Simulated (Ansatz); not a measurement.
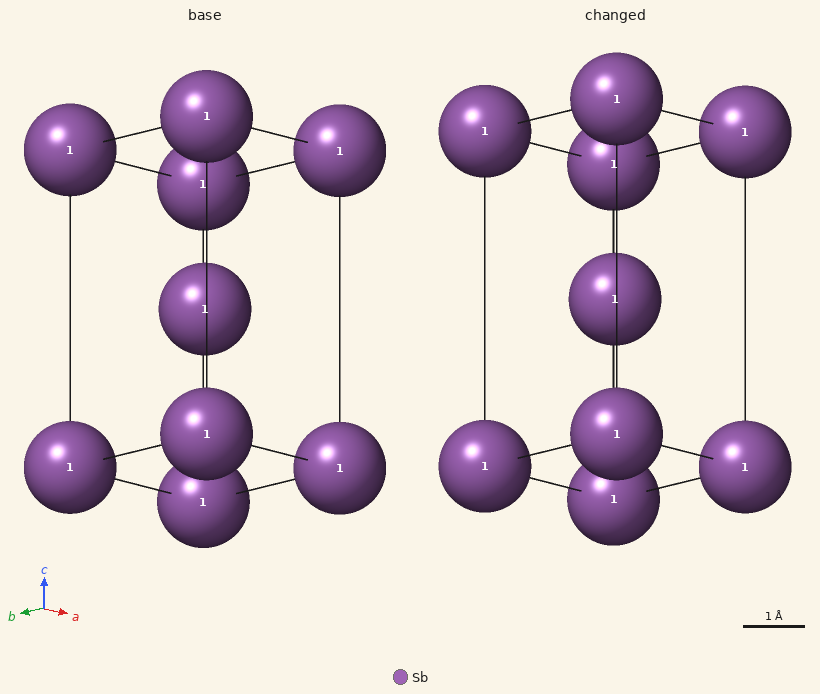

Left: a symmetric starting cell of Sb. Right: the same structure after one change, at the same scale. Style: spheres-only. Shown: the conventional cell (2 times the calculation's cell), from a free direction. Lengths and directions refer to the drawn axes.

The calculation used DFT PBEsol, scalar-relativistic, plane waves, PAW (Ansatz). (plane-wave cutoff 420 eV; k-point mesh 18 × 18 × 18; occupations gaussian; smearing width 0.1 eV; no spin polarisation)

> What was changed?

The cell is strained by +5.5 % along c and −3.5 % across it (volume −1.7 %), the atoms keeping their fractional coordinates. No relaxation follows. The starting cell wasn't computed here and needn't be at equilibrium, so pressure and forces aren't due to the change alone.

> How do the computed properties respond?

Some distances before and after: Sb–Sb 3.153 → 3.043 Å. The space group stays I4/mmm (No. 139). The pressure is 1.3 GPa (not all of it need come from the change, since the unchanged cell can be under pressure at this level too). The principal stresses (compression positive) are −0.9 GPa along c and 2.5 GPa across it. All forces vanish by symmetry.
